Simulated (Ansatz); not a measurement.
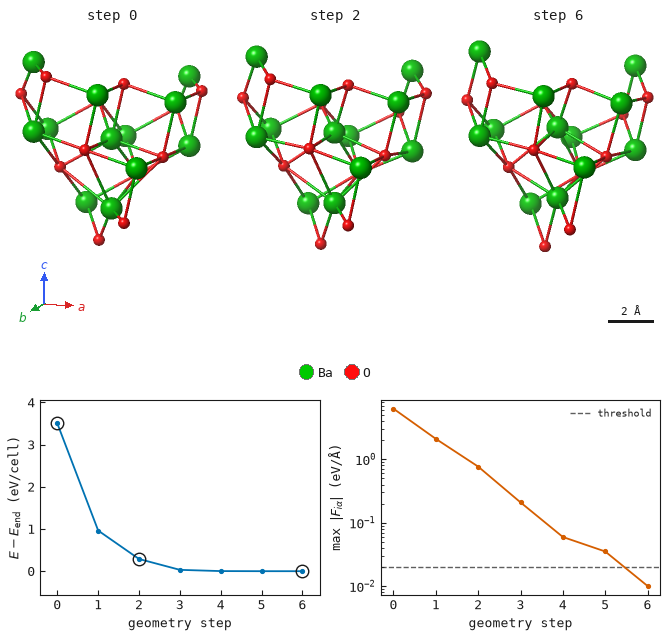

Frames of a relaxation of a defect cell of composition Ba7O8 (started half-way along a vacancy jump, in the symmetry of that start), marked on the history of the run. A ball-and-stick model of the atoms within 5.0 Å of the atom that moves most (axes of the conventional cell (4 times the calculation's cell)), seen from a free direction. Lengths and directions refer to the drawn axes.

Computed with DFT PBEsol, scalar-relativistic, plane waves, PAW (Ansatz). Settings: plane-wave cutoff 420 eV; k-point mesh 4 × 4 × 4; occupations gaussian; smearing width 0.05 eV; no spin polarisation; atoms relaxed in a fixed cell; force threshold 0.02 eV/Å; at most 60 steps.

> Describe the path.

The largest move is that of a Ba atom, 0.53 Å along +c. By element the largest moves are Ba 0.53 Å, O 0.30 Å. The lattice vectors keep their values. Some distances before and after: Ba–Ba 3.245 → 3.931 Å, Ba–O 1.960 → 2.482 Å, Ba–O 2.711 → 3.095 Å, Ba–O 3.295 → 2.929 Å. Among the angles between lasting bonds that change: O–Ba–O 113.0° → 82.1°, O–Ba–O 74.2° → 100.8°, O–Ba–O 133.0° → 112.3°. The energy falls by 3.502 eV per cell of the calculation in 6 geometry steps. Largest force component: 6.3 eV/Å at the start, 0.01 eV/Å at the end. Cost: 110 s on 4 threads of Arm Neoverse V1, with other jobs on the host, peak memory 1 GiB. From step 0 to 2: a Ba atom moves most (0.29 Å), energy −3.213 eV per cell of the calculation. From step 2 to 6: Ba atoms move most (0.24 Å), energy −0.289 eV per cell of the calculation.

Limits of the set-up: the periodic images lie only 7.5 Å apart, so the values are limited by the cell's size.
